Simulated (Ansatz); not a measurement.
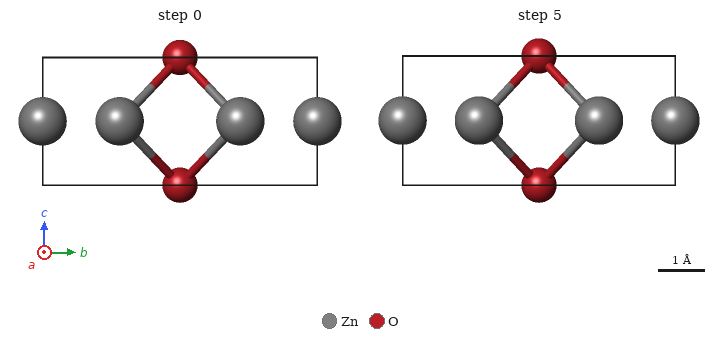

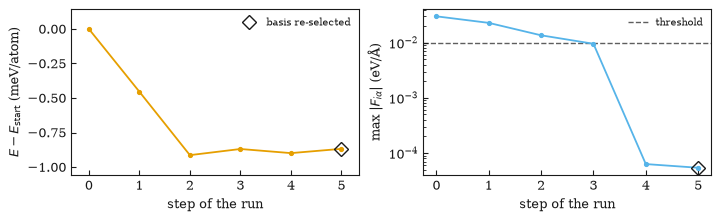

First and last geometry of a relaxation of crystalline Zn$_{5}$O (a generated structure, set up in P4/mmm), with the history of the run. The picture is a ball-and-stick view of the cell of the calculation, seen along the a axis.

Level of theory: DFT PBE, scalar-relativistic, plane waves, PAW in Ansatz 0.2.0. Settings: plane-wave cutoff 420 eV; k-point mesh 6 × 6 × 14; occupations gaussian; smearing width 0.1 eV; no spin polarisation; cell and atoms relaxed; force threshold 0.01 eV/Å; at most 80 steps.

What do the curves and the structures tell?

Answer. It converged. After 4 accepted moves (5 points after the start) the energy has fallen by 0.9 meV per atom. Largest force component: 0.03 eV/Å at the start, under 0.0001 eV/Å at the end. The pressure goes from −0.23 to 0.00 GPa. The SCF was repeated once at an unchanged geometry on a basis and grid sized afresh for the cell, which shifted the energy by less than 0.05 meV per atom at most. The largest moves relative to the cell, 0.004 Å, are those of Zn atoms. O stays in place. The drawn cell changes as follows: a = b 6.102 → 6.058 Å (−0.7 %), c 2.834 → 2.868 Å (+1.2 %); the volume changes by −0.3 %. Among the contacts that change: Zn–Zn 2.421 → 2.399 Å. The space group stays P4/mmm (No. 123). The run took 5 min on 1 thread of Intel(R) Xeon(R) Processor @ 2.50GHz (Skylake/Cascade Lake), on a shared host, peak memory 0.57 GiB.

```json
{"step": "0", "E − E(0), meV/atom": "0.00", "largest force component, eV/Å": "0.0301", "pressure, GPa": "-0.23", "volume, Å³/atom": "17.590", "note": ""}
{"step": "1", "E − E(0), meV/atom": "-0.45", "largest force component, eV/Å": "0.0229", "pressure, GPa": "-0.17", "volume, Å³/atom": "17.577", "note": ""}
{"step": "2", "E − E(0), meV/atom": "-0.91", "largest force component, eV/Å": "0.0136", "pressure, GPa": "0.07", "volume, Å³/atom": "17.509", "note": ""}
{"step": "3", "E − E(0), meV/atom": "-0.87", "largest force component, eV/Å": "0.0096", "pressure, GPa": "-0.03", "volume, Å³/atom": "17.556", "note": ""}
{"step": "4", "E − E(0), meV/atom": "-0.90", "largest force component, eV/Å": "0.0001", "pressure, GPa": "0.00", "volume, Å³/atom": "17.539", "note": ""}
{"step": "5", "E − E(0), meV/atom": "-0.87", "largest force component, eV/Å": "0.0001", "pressure, GPa": "0.00", "volume, Å³/atom": "17.539", "note": "same geometry, new basis"}
```

Limits of the set-up: layers or molecules are held without a dispersion correction, so their spacing is unreliable.
